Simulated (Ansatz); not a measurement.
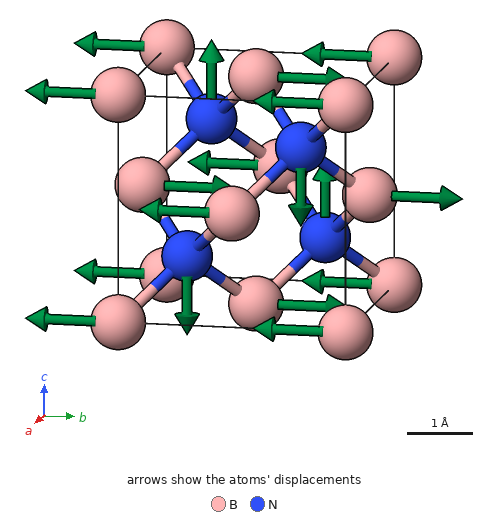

Phonons of solid BN, at the zone centre of a doubled cell. The levels lie at 714 (×2), 875 (×2), 1012, 1027 (×3), 1157 cm⁻¹. One mode is drawn. The green arrows give the relative displacements of the atoms. The picture is a ball-and-stick view of the conventional cell (2 times the calculation's cell), seen slightly off an axis. Lengths and directions refer to the drawn axes.

Theory: DFT r2SCAN, scalar-relativistic, plane waves, PAW in Ansatz 0.2.0. (plane-wave cutoff 500 eV; k-point mesh 10 × 10 × 6; occupations gaussian; smearing width 0.05 eV; no spin polarisation)

Frequencies are those without the non-analytic (LO–TO) term.

Which of these frequencies is the drawn mode's?

The level at 714 cm⁻¹. This is a doubly degenerate mode (one member of the set is drawn), the lowest level (the three translations aside). Atoms of one kind move against one another, with no net shift of any sublattice; it mainly bends the B–N bonds; the kinetic energy is shared as B 53 %, N 47 %. It changes sign from one half of the doubled cell to the other: it belongs to the zone boundary, q = (0, 1/2, 1/2) in the reciprocal vectors of the undoubled cell.
